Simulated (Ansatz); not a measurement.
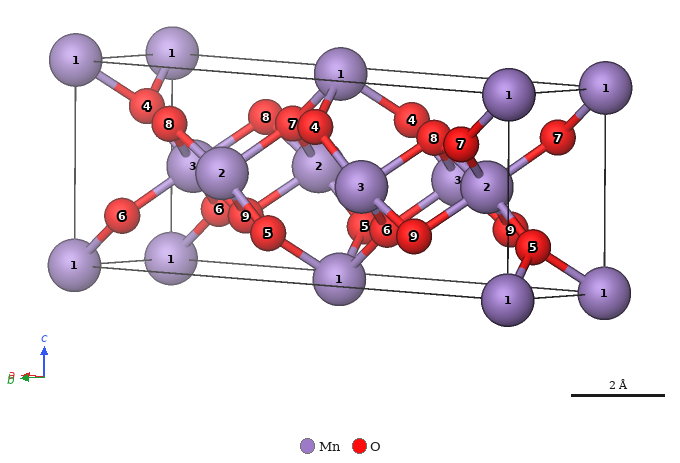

Figure 1. The structure (ball-and-stick view of the cell 2 times as large as that of the calculation, set on its symmetry axes, seen at an oblique angle; atoms are numbered from 1 in the order of the input). Near neighbours in the crystal (not all of them lie inside the picture): Mn has 6 O at 1.90 to 1.93 Å; O has 3 Mn at 1.90 to 1.93 Å.

# Single-point calculation of MnO2 (part 1 of 2)

System: MnO2 (C2/m, 9 atoms in the cell).
Method: DFT PBE+U+J, scalar-relativistic, plane waves, PAW, U = 4 eV, J = 0.5 eV on Mn atom 1 d; U = 4 eV, J = 0.5 eV on Mn atom 2 d; U = 4 eV, J = 0.5 eV on Mn atom 3 d, spin-polarised (Ansatz 0.2.0).

The structure derives from an entry of the Crystallography Open Database. It belongs to a series of runs on one base structure; here: random orbitals: random, high filling. Figures and captions count atoms from 1; the log counts them from 0 in places.

## Input
```yaml
crystal:
  lattice:
    - [6.85000056, -1.43350012, 0.0]
    - [6.85000056, 1.43350012, 0.0]
    - [-0.03892, 0.0, 4.45983037]
  atoms:
    - { symbol: Mn, position: [0.0, 0.0, 0.0], spin: 3.0 }
    - { symbol: Mn, position: [0.661, 0.661, 0.506], spin: 3.0 }
    - { symbol: Mn, position: [0.339, 0.339, 0.494], spin: 3.0 }
    - { symbol: O, position: [0.4465, 0.4465, 0.768] }
    - { symbol: O, position: [0.5535, 0.5535, 0.232] }
    - { symbol: O, position: [0.8905, 0.8905, 0.26] }
    - { symbol: O, position: [0.1095, 0.1095, 0.74] }
    - { symbol: O, position: [0.783, 0.783, 0.726] }
    - { symbol: O, position: [0.217, 0.217, 0.274] }
basis:
  ecutwfc: 420
  ecutrho_ratio: 4
kpoints:
  mp_grid: { grid: [7, 7, 4] }
hamiltonian:
  xc: pbe
  hubbard:
    sites:
      - { site: 0, l: d, u: 4.0, j: 0.5, starting_ns: [{ spin: up, occupation_matrix: s0up }, { spin: down, occupation_matrix: s0down }] }
      - { site: 1, l: d, u: 4.0, j: 0.5, starting_ns: [{ spin: up, occupation_matrix: s1up }, { spin: down, occupation_matrix: s1down }] }
      - { site: 2, l: d, u: 4.0, j: 0.5, starting_ns: [{ spin: up, occupation_matrix: s2up }, { spin: down, occupation_matrix: s2down }] }
    occupation_matrices:
      s0up:
        matrix:
          - [0.43668, 0.18512, -0.29298, 0.26604, -0.17704]
          - [0.18512, 0.21069, -0.29501, 0.01504, 0.15253]
          - [-0.29298, -0.29501, 0.58263, 0.20744, -0.04527]
          - [0.26604, 0.01504, 0.20744, 0.8207, 0.07424]
          - [-0.17704, 0.15253, -0.04527, 0.07424, 0.89929]
      s0down:
        matrix:
          - [0.02, 0.0, 0.0, 0.0, 0.0]
          - [0.0, 0.02, 0.0, 0.0, 0.0]
          - [0.0, 0.0, 0.02, 0.0, 0.0]
          - [0.0, 0.0, 0.0, 0.02, 0.0]
          - [0.0, 0.0, 0.0, 0.0, 0.02]
      s1up:
        matrix:
          - [0.8182, -0.08703, -0.18172, 0.05366, -0.27873]
          - [-0.08703, 0.49989, 0.04068, 0.46346, -0.03974]
          - [-0.18172, 0.04068, 0.70253, -0.08493, -0.37506]
          - [0.05366, 0.46346, -0.08493, 0.50549, -0.0251]
          - [-0.27873, -0.03974, -0.37506, -0.0251, 0.42389]
      s1down:
        matrix:
          - [0.02, 0.0, 0.0, 0.0, 0.0]
          - [0.0, 0.02, 0.0, 0.0, 0.0]
          - [0.0, 0.0, 0.02, 0.0, 0.0]
          - [0.0, 0.0, 0.0, 0.02, 0.0]
          - [0.0, 0.0, 0.0, 0.0, 0.02]
      s2up:
        matrix:
          - [0.84622, -0.19989, -0.14834, 0.08792, 0.1805]
          - [-0.19989, 0.27408, -0.34452, -0.10034, -0.08998]
          - [-0.14834, -0.34452, 0.76269, 0.03719, 0.10899]
          - [0.08792, -0.10034, 0.03719, 0.75019, -0.37593]
          - [0.1805, -0.08998, 0.10899, -0.37593, 0.31682]
      s2down:
        matrix:
          - [0.02, 0.0, 0.0, 0.0, 0.0]
          - [0.0, 0.02, 0.0, 0.0, 0.0]
          - [0.0, 0.0, 0.02, 0.0, 0.0]
          - [0.0, 0.0, 0.0, 0.02, 0.0]
          - [0.0, 0.0, 0.0, 0.0, 0.02]
    ns_hold: { iters: 5 }
scf:
  occupations: { method: gaussian, width: 0.05 }
  lower_state_search: "off"
  max_iter: 150
output:
  forces: true
  stress: true
  eigenvalues: true
  populations: true
  hubbard: { sites: [{ site: 0, l: d }, { site: 1, l: d }, { site: 2, l: d }] }
  write_density: true
  write_potential: true
  elf: true
  volumetric_format: npy
magnetization:
  spin_polarized: true
```

Run on 4 threads of Arm Neoverse V1, 24 GiB of memory available, shared host.

Launch command:
```bash
ansatz run input.yaml --threads 4 --pin off --max-ram 6144MiB --backend cpu --events-out ev --progress --plain --runs-dir out
```

## The program's output
```
Warning: crystal.symmetry: narrowed to the stabiliser of the occupation matrices — unitary ops 4 → 1; lowered by the specified shells (site 0, l: d), (site 1, l: d), (site 2, l: d); largest admitted image defect 4.4e-16, smallest excluded 5.6e-1 — at a splitting's scale: the group the occupation matrices' own texture admits
basis.fft_grid_basis auto: the FFT boxes are laid along the combinations [[1, -1, 0], [0, 1, 0], [0, 0, 1]] of the cell's own vectors, 2.867, 6.998 and 4.460 Å long. The dense box has 20×48×30 points. Along the cell's own vectors, as sized, it would have 48×48×30, 2.40 times as many. Of the 4 symmetry operations that the crystal satisfies within crystal.symmetry.tolerance (time reversal apart; of a slab, those that keep its plane) the dense box along the cell's own vectors carries 4, and the one as laid loses 2 of those. basis.fft_grid_basis: typed keeps the cell's own vectors: state it where this run's energies or levels are differenced outside the engine with another run's, or held beside a run that keeps those vectors. Those combinations have planes normal to reciprocal vector 3, as the cell's own vectors have. Each planar average written beside output.write_density, output.write_potential has a row for each plane of the box: 30. The volumetric files lie along those combinations, not along the cell's own vectors: a cube or XSF file states them, and fields.json those of NumPy files.
Mn: projections on atomic orbitals take those of the free atom [Ne] 3s2 3p6 3d5 4s2, of charge +0.00 (hamiltonian.pseudopotentials.projection_atoms); the dataset's partial waves leave at most 9.0e-7 of an orbital's norm unspanned inside its sphere
O: projections on atomic orbitals take those of the free atom [He] 2s2 2p4, of charge +0.00 (hamiltonian.pseudopotentials.projection_atoms); the dataset's partial waves leave at most 1.9e-8 of an orbital's norm unspanned inside its sphere
Engine: ansatz 0.2.0, aarch64-unknown-linux-gnu
Pseudopotentials: kind: paw
Pseudopotential: Mn, paw, valence charge 15, recommended cutoff 420 eV (normal), Mn.paw.azcp
Pseudopotential: O, paw, valence charge 6, recommended cutoff 420 eV (normal), O.paw.azcp
Functional definition: PBE
  parameter kappa = 0.804
  parameter beta = 0.06672455060314922
  exchange = pbe_x(kappa = kappa, mu = beta*pi^2/3)
  correlation = pbe_c(beta = beta)
Crystal: 9 atoms, lattice volume = 87.586 Å³
Basis set: ecut = 420 eV, 1709 PW (Γ), FFT grids on a1−a2, a2, a3, exchange–correlation on 40×96×60 points (8 copies of the dense FFT grid, shifted against one another)
Bands: 54, of which v1, the nominal top of the filled ones, is band 41 counted from 1 (40 counted from 0)
Symmetry: 1 space group operations
k-points: 99 of 196 (time reversal used)
Non-local potential: Mn, projectors of the file, l = 0: 3, l = 1: 2, l = 2: 3, l = 3: 1
Non-local potential: O, projectors of the file, l = 0: 2, l = 1: 2, l = 2: 1
PAW form: soft (Blöchl's): semilocal exchange-correlation on the pseudo side does not see the compensation charge
PAW one-centre angular grid: Mn, 590 points (default); XC on 64 Gauss nodes
PAW one-centre angular grid: O, 110 points (default); XC on 64 Gauss nodes
Initial density: superposition of atomic densities (chi_scale 0.1, normalization cell, long waves kept (reshape's long-wave potential 0.07 eV rms))
Starting moments: Σ|m| = 9 μB on 3 of 9 sites
Initial wavefunctions: pseudopotential atomic-orbital guess
Functional: x = pbe(κ = 0.804, μ = 0.2195149727645171), c = pbe(β = 0.06672455060314922)
SCF iter   1: F=—  HF=-15088.540168 eV  |F-HF|=—  |Δ(HF+E_count)|=         —  Δρ=1.12e-1 (↑1.12e-1 ↓7.04e-2)  dr2=2.72e1  dr2_m=9.61e-1  M=8.989 μB ∫|m|=9.563 μB  β_m=1.00  ethr=3.10e-3  ⟨swp⟩=6.8  Hψ=39063  notcnv=0  defer=7
preconditioner: auto → Kerker (q_TF=auto, 2.693 Å⁻¹)  [metal: Δε(μ)=0.007 eV  Ē_g=10.601 eV  σ=0.050 eV  W_gap=0.08  n_scr=30 (ndim 8)  ℏωp=30.0 eV  f_vac=0.005  D(μ)=3.60/eV (n_scr^D=30)]
spin=Collinear: Kerker preconditioning applied to the charge; magnetization (m = ρ↑ − ρ↓) channel mixes plain (no charge-response kernel on spin).
SCF iter   2: F=—  HF=-15087.152630 eV  |F-HF|=—  |Δ(HF+E_count)|=    1.39e0  Δρ=4.86e-2 (↑4.86e-2 ↓4.76e-2)  dr2=4.57e0  dr2_m=2.54e-1  M=9.000 μB ∫|m|=9.722 μB  β_m=1.00  ethr=3.10e-3  ⟨swp⟩=3.0  Hψ=23272  notcnv=0  defer=1003
preconditioner: auto → Resta (q_TF=auto, 2.693 Å⁻¹)  ε∞=7.8  [insulator: Δε(μ)=0.199 eV  Ē_g=11.474 eV  σ=0.050 eV  W_gap=1.00  n_scr=30 (ndim 8)  ℏωp=30.0 eV  f_vac=0.003  D(μ)=0.01/eV (n_scr^D=0)  ε∞_Penn≈7.8]
spin=Collinear: Resta preconditioning applied to the charge; magnetization (m = ρ↑ − ρ↓) channel mixes plain (no charge-response kernel on spin).
SCF iter   3: F=—  HF=-15087.043514 eV  |F-HF|=—  |Δ(HF+E_count)|=   1.09e-1  Δρ=2.38e-2 (↑2.18e-2 ↓2.38e-2)  dr2=1.10e0  dr2_m=2.00e-2  M=9.000 μB ∫|m|=9.894 μB  β_m=1.00  ethr=3.10e-3  ⟨swp⟩=2.8  Hψ=17053  notcnv=0  defer=1003
SCF iter   4: F=—  HF=-15087.465843 eV  |F-HF|=—  |Δ(HF+E_count)|=   4.22e-1  Δρ=1.82e-2 (↑1.82e-2 ↓1.26e-2)  dr2=7.18e-1  dr2_m=1.45e-2  M=9.000 μB ∫|m|=10.018 μB  β_m=1.00  ethr=1.35e-3  ⟨swp⟩=3.0  Hψ=18606  notcnv=0  defer=1003
SCF iter   5: F=—  HF=-15087.565639 eV  |F-HF|=—  |Δ(HF+E_count)|=   9.98e-2  Δρ=9.56e-3 (↑9.56e-3 ↓7.89e-3)  dr2=2.05e-1  dr2_m=3.48e-3  M=9.000 μB ∫|m|=9.968 μB  β_m=0.30  ethr=8.87e-4  ⟨swp⟩=2.7  Hψ=16612  notcnv=0  defer=906
SCF iter   6: F=—  HF=-15087.632339 eV  |F-HF|=—  |Δ(HF+E_count)|=   6.67e-2  Δρ=2.93e-3 (↑2.38e-3 ↓2.93e-3)  dr2=1.56e-2  dr2_m=7.82e-4  M=9.000 μB ∫|m|=9.989 μB  β_m=1.00  ethr=2.53e-4  ⟨swp⟩=2.5  Hψ=15678  notcnv=0  defer=899
Mixer restart at iter 6: flushing history
SCF iter   7: F=—  HF=-15090.416307 eV  |F-HF|=—  |Δ(HF+E_count)|=         —  Δρ=1.41e-2 (↑1.41e-2 ↓5.90e-3)  dr2=2.41e-1  dr2_m=2.34e-2  M=9.000 μB ∫|m|=10.114 μB  β_m=1.00  ethr=1.92e-5  ⟨swp⟩=2.5  Hψ=18252  notcnv=0  defer=899
SCF iter   8: F=—  HF=-15092.066673 eV  |F-HF|=—  |Δ(HF+E_count)|=    1.65e0  Δρ=1.08e-2 (↑1.08e-2 ↓3.23e-3)  dr2=7.53e-2  dr2_m=1.47e-2  M=9.000 μB ∫|m|=10.150 μB  β_m=1.00  ethr=1.92e-5  ⟨swp⟩=2.5  Hψ=21652  notcnv=0  defer=895
SCF iter   9: F=—  HF=-15093.008941 eV  |F-HF|=—  |Δ(HF+E_count)|=   9.42e-1  Δρ=7.16e-3 (↑7.16e-3 ↓2.52e-3)  dr2=1.62e-2  dr2_m=7.51e-3  M=9.000 μB ∫|m|=10.148 μB  β_m=0.30  ethr=1.92e-5  ⟨swp⟩=2.5  Hψ=20438  notcnv=0  defer=888
SCF iter  10: F=—  HF=-15093.563322 eV  |F-HF|=—  |Δ(HF+E_count)|=   5.54e-1  Δρ=8.15e-3 (↑8.15e-3 ↓3.87e-3)  dr2=6.92e-2  dr2_m=1.22e-2  M=9.000 μB ∫|m|=10.143 μB  β_m=0.30  ethr=1.92e-5  ⟨swp⟩=2.5  Hψ=20195  notcnv=0  defer=868
SCF iter  11: F=—  HF=-15093.877302 eV  |F-HF|=—  |Δ(HF+E_count)|=   3.14e-1  Δρ=5.54e-3 (↑3.99e-3 ↓5.54e-3)  dr2=1.96e-2  dr2_m=1.19e-2  M=9.000 μB ∫|m|=10.106 μB  β_m=0.30  ethr=1.92e-5  ⟨swp⟩=2.5  Hψ=21299  notcnv=0  defer=826
SCF iter  12: F=—  HF=-15094.067859 eV  |F-HF|=—  |Δ(HF+E_count)|=   1.91e-1  Δρ=6.15e-3 (↑6.15e-3 ↓3.34e-3)  dr2=1.54e-2  dr2_m=1.48e-2  M=9.000 μB ∫|m|=10.089 μB  β_m=0.30  ethr=1.92e-5  ⟨swp⟩=2.2  Hψ=16682  notcnv=0  defer=822
SCF iter  13: F=—  HF=-15094.194897 eV  |F-HF|=—  |Δ(HF+E_count)|=   1.27e-1  Δρ=8.27e-3 (↑8.27e-3 ↓4.92e-3)  dr2=7.54e-2  dr2_m=1.48e-2  M=9.000 μB ∫|m|=10.073 μB  β_m=0.30  ethr=1.90e-5  ⟨swp⟩=2.5  Hψ=16273  notcnv=0  defer=819
SCF iter  14: F=—  HF=-15094.253507 eV  |F-HF|=—  |Δ(HF+E_count)|=   5.86e-2  Δρ=3.81e-3 (↑3.70e-3 ↓3.81e-3)  dr2=4.47e-4  dr2_m=1.12e-2  M=9.000 μB ∫|m|=10.043 μB  β_m=0.30  ethr=1.90e-5  ⟨swp⟩=2.4  Hψ=19616  notcnv=0  defer=816
SCF iter  15: F=—  HF=-15094.297250 eV  |F-HF|=—  |Δ(HF+E_count)|=   4.37e-2  Δρ=3.75e-3 (↑3.75e-3 ↓3.26e-3)  dr2=4.63e-4  dr2_m=9.78e-3  M=9.000 μB ∫|m|=10.021 μB  β_m=0.30  ethr=5.52e-7  ⟨swp⟩=2.2  Hψ=18512  notcnv=0  defer=807
SCF iter  16: F=—  HF=-15094.325859 eV  |F-HF|=—  |Δ(HF+E_count)|=   2.86e-2  Δρ=3.80e-3 (↑3.80e-3 ↓2.89e-3)  dr2=2.37e-3  dr2_m=8.25e-3  M=9.000 μB ∫|m|=10.003 μB  β_m=0.30  ethr=5.52e-7  ⟨swp⟩=2.0  Hψ=18979  notcnv=0  defer=807
SCF iter  17: F=—  HF=-15094.343395 eV  |F-HF|=—  |Δ(HF+E_count)|=   1.75e-2  Δρ=2.98e-3 (↑2.58e-3 ↓2.98e-3)  dr2=1.24e-4  dr2_m=6.19e-3  M=9.000 μB ∫|m|=9.984 μB  β_m=0.30  ethr=5.52e-7  ⟨swp⟩=2.1  Hψ=19063  notcnv=0  defer=807
SCF iter  18: F=—  HF=-15094.355536 eV  |F-HF|=—  |Δ(HF+E_count)|=   1.21e-2  Δρ=2.90e-3 (↑2.90e-3 ↓2.25e-3)  dr2=2.75e-4  dr2_m=5.27e-3  M=9.000 μB ∫|m|=9.967 μB  β_m=0.30  ethr=1.53e-7  ⟨swp⟩=2.0  Hψ=17687  notcnv=0  defer=807
Mixer restart at iter 18: flushing history
spin-set hold released at iteration 18 (site moments' squared step at or under half its running peak, from the soft ceiling on): the magnetisation degrees of freedom join the quasi-Newton model from the next iteration; the mixer history was flushed
SCF iter  19: F=—  HF=-15094.363592 eV  |F-HF|=—  |Δ(HF+E_count)|=   8.06e-3  Δρ=2.60e-3 (↑2.60e-3 ↓1.99e-3)  dr2=1.31e-4  dr2_m=4.17e-3  M=9.000 μB ∫|m|=9.952 μB  β_m=0.44  ethr=1.53e-7  ⟨swp⟩=2.0  Hψ=17503  notcnv=0  defer=807
SCF iter  20: F=—  HF=-15094.378986 eV  |F-HF|=—  |Δ(HF+E_count)|=   1.54e-2  Δρ=1.58e-3 (↑1.58e-3 ↓1.17e-3)  dr2=1.51e-3  dr2_m=1.13e-3  M=9.000 μB ∫|m|=9.897 μB  β_m=0.57  ethr=1.53e-7  ⟨swp⟩=3.1  Hψ=23663  notcnv=0  defer=805
SCF iter  21: F=—  HF=-15094.380961 eV  |F-HF|=—  |Δ(HF+E_count)|=   1.98e-3  Δρ=8.07e-4 (↑8.07e-4 ↓5.48e-4)  dr2=5.01e-4  dr2_m=2.49e-4  M=9.000 μB ∫|m|=9.859 μB  β_m=0.74  ethr=1.53e-7  ⟨swp⟩=3.0  Hψ=23050  notcnv=0  defer=803
SCF iter  22: F=—  HF=-15094.381192 eV  |F-HF|=—  |Δ(HF+E_count)|=   2.31e-4  Δρ=3.96e-4 (↑1.44e-4 ↓3.96e-4)  dr2=1.41e-4  dr2_m=3.67e-5  M=9.000 μB ∫|m|=9.848 μB  β_m=0.85  ethr=1.53e-7  ⟨swp⟩=2.0  Hψ=17152  notcnv=0  defer=803
SCF iter  23: F=—  HF=-15094.381270 eV  |F-HF|=—  |Δ(HF+E_count)|=   7.81e-5  Δρ=5.44e-4 (↑5.44e-4 ↓2.21e-4)  dr2=4.38e-4  dr2_m=2.36e-5  M=9.000 μB ∫|m|=9.842 μB  β_m=0.65  ethr=1.53e-7  ⟨swp⟩=2.0  Hψ=17506  notcnv=0  defer=803  recentre
SCF iter  24: F=—  HF=-15094.381219 eV  |F-HF|=—  |Δ(HF+E_count)|=   5.08e-5  Δρ=7.06e-5 (↑6.19e-5 ↓7.06e-5)  dr2=1.48e-6  dr2_m=3.02e-6  M=9.000 μB ∫|m|=9.839 μB  β_m=0.82  ethr=1.53e-7  ⟨swp⟩=2.0  Hψ=16962  notcnv=0  defer=803
SCF iter  25: F=—  HF=-15094.381222 eV  |F-HF|=—  |Δ(HF+E_count)|=   3.04e-6  Δρ=5.53e-5 (↑5.53e-5 ↓3.98e-5)  dr2=6.37e-6  dr2_m=3.01e-7  M=9.000 μB ∫|m|=9.836 μB  β_m=0.69  ethr=1.82e-9  ⟨swp⟩=2.2  Hψ=18005  notcnv=0  defer=803
SCF iter  26: F=—  HF=-15094.381222 eV  |F-HF|=—  |Δ(HF+E_count)|=   6.86e-7  Δρ=1.68e-5 (↑1.68e-5 ↓1.12e-5)  dr2=2.31e-7  dr2_m=9.53e-8  M=9.000 μB ∫|m|=9.835 μB  β_m=0.82  ethr=1.82e-9  ⟨swp⟩=2.0  Hψ=15539  notcnv=0  defer=803
SCF iter  27: F=—  HF=-15094.381222 eV  |F-HF|=—  |Δ(HF+E_count)|=   1.81e-7  Δρ=1.57e-5 (↑1.57e-5 ↓1.06e-5)  dr2=4.59e-7  dr2_m=2.67e-8  M=9.000 μB ∫|m|=9.834 μB  β_m=0.71  ethr=2.85e-10  ⟨swp⟩=2.0  Hψ=17312  notcnv=0  defer=803
SCF iter  28: F=—  HF=-15094.381222 eV  |F-HF|=—  |Δ(HF+E_count)|=   3.20e-8  Δρ=1.01e-5 (↑1.01e-5 ↓3.30e-6)  dr2=1.18e-7  dr2_m=1.68e-8  M=9.000 μB ∫|m|=9.834 μB  β_m=0.72  ethr=2.85e-10  ⟨swp⟩=2.0  Hψ=17312  notcnv=0  defer=803
SCF iter  29: F=-15094.381222 eV  HF=-15094.381222 eV  |F-HF|=2.90e-9  |Δ(HF+E_count)|=   4.02e-9  Δρ=2.40e-6 (↑2.40e-6 ↓2.05e-6)  dr2=5.06e-9  dr2_m=2.80e-9  M=9.000 μB ∫|m|=9.834 μB  ethr=1.23e-10  ⟨swp⟩=15.6  Hψ=66303  notcnv=0
WARN: hamiltonian.hubbard: on 3 of 6 specified blocks the occupation matrix of this SCF's result fails the test of the specified filling. At site 0 ↑ (sites count from 0 in the list of atoms of the cell that this SCF solves) the least filled combination of the orbitals specified full has occupation 0.557, and the fullest combination of the orbitals specified empty has occupation 0.938; the filling counts as kept where the first is at least 0.75 and exceeds the second by more than 0.25. The same holds at site 1 ↑, site 2 ↑. The state of this SCF's result may not hold the specified filling, though these bounds can also misjudge a state that does. This warning does not say which state is lower in energy, or whether the specified filling is a self-consistent state at all; see hamiltonian.hubbard.sites[].starting_ns, Limitations, and scf.initial_density.shell_occupations in the input reference
SCF 1 converged in 29 iterations: F = -15094.381222 eV  dr2 = 5.06e-9
  greatest PAW one-centre occupation: 1.000 electrons in one spin orbital (limit 2), on the Mn atom at site 0 (counted from 0), in its partial waves of l = 0
```
